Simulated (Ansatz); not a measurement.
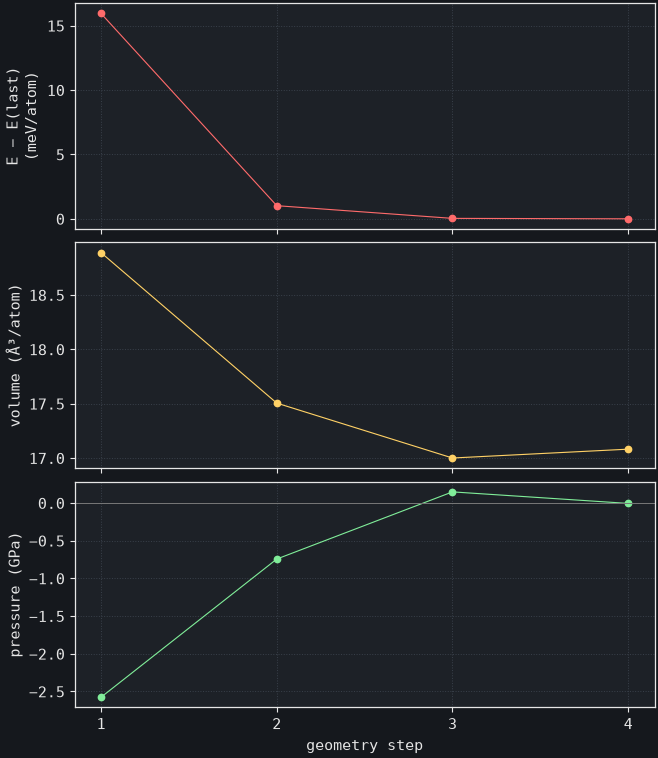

History of a geometry optimisation. Atoms and cell relax. A closing SCF on a freshly chosen basis isn't drawn.

System: LiCl (Fm-3m, 2 atoms in the cell).
Method: DFT PBE, scalar-relativistic, plane waves, PAW in Ansatz 0.2.0; cutoff 420 eV, 8×8×8 k-mesh, Gaussian smearing of 0.02 eV.

How did the optimisation end?

Answer. The optimisation met its thresholds at geometry 4, counting the start as the first. The energy fell by about 16 meV/atom from the first step to the last. All forces vanish by symmetry, so only the cell moves.

What happens to the cell?

Answer. The volume shrinks from 18.9 to 17.1 Å³ per atom (−10 %), as the pressure goes from −2.6 GPa to about 0 GPa. The start was expanded.
